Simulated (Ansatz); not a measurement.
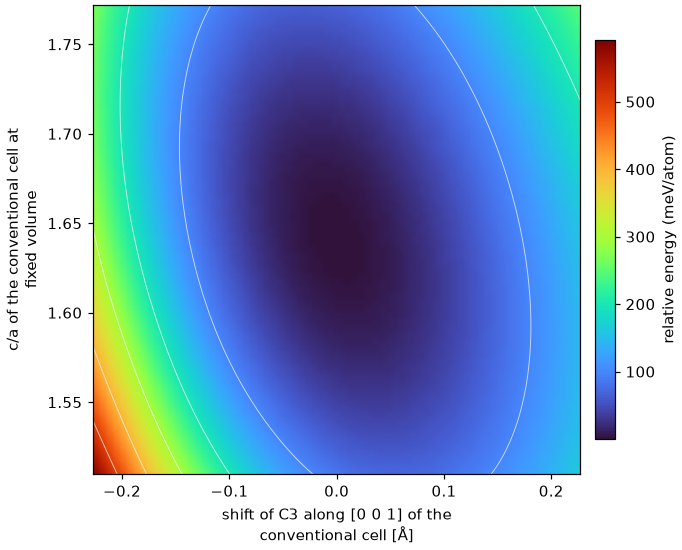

SiC (P6_3mc, No. 186; 4 atoms in the cell). The energy is mapped over a free internal coordinate and the cell. The first coordinate is: shift of C3 along [0 0 1] of the conventional cell, Cartesian (0 0 1), its symmetry partners moved as symmetry demands (measured in the relaxed cell); the second: c/a of the conventional cell at fixed volume. Nothing is relaxed (all other coordinates fixed). Grid: 7 × 7 points. Points are written as (first, second). Energies are in meV/atom, from the lowest grid point. This map comes from Ansatz 0.2.0, DFT PBE, scalar-relativistic, plane waves, PAW. Settings: cutoff 520 eV, k-mesh 12×12×6 in the order of the run's cell vectors, gaussian smearing 0.05 eV, no spin polarisation.

The picture shows a smooth colour map with a few white contour lines. Between grid points the surface is interpolated.

The lowest grid point is at (0.000 Å, 1.641). No other kind of well shows on this grid. The highest grid point, (−0.227 Å, 1.510), lies 592 meV/atom above the lowest. Round the minimum the valley is somewhat tilted: raising the first coordinate shifts the best value of the second coordinate downwards (coupling k₁₂/√(k₁₁k₂₂) about 0.3).

The level of theory is changed to DFT LDA, scalar-relativistic, plane waves, PAW (Ansatz); with it change the cell, relaxed at the new level (first cell vector 3.056 Å, before 3.092 Å); the new grid has 7 × 7 points. The band gap closes in part of the range.

What will the new map look like?

Answer. The lowest place stays at (0.000 Å, 1.641). The curvature at the minimum changes by less than a tenth (about 37) eV/Å² along the first coordinate and by less than a tenth (about 36) eV per unit squared along the second coordinate (per cell).

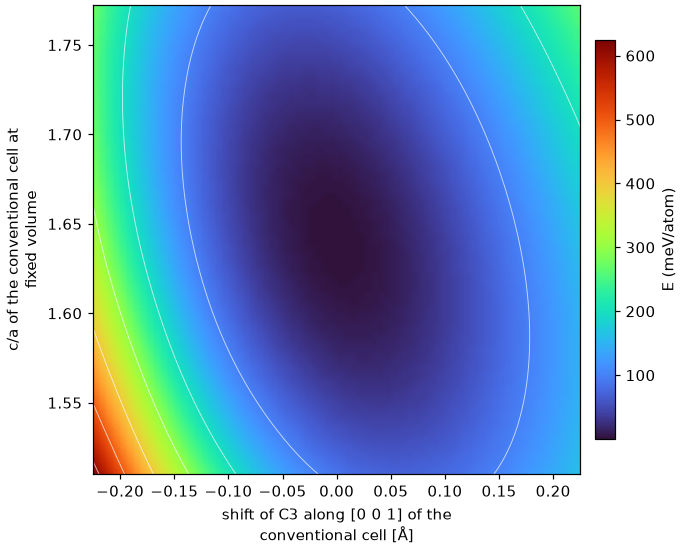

The map after the change, on a colour scale of its own. Drawn: a smooth colour map with a few white contour lines. Between grid points the surface is interpolated.

PAW datasets: the set soft_1.
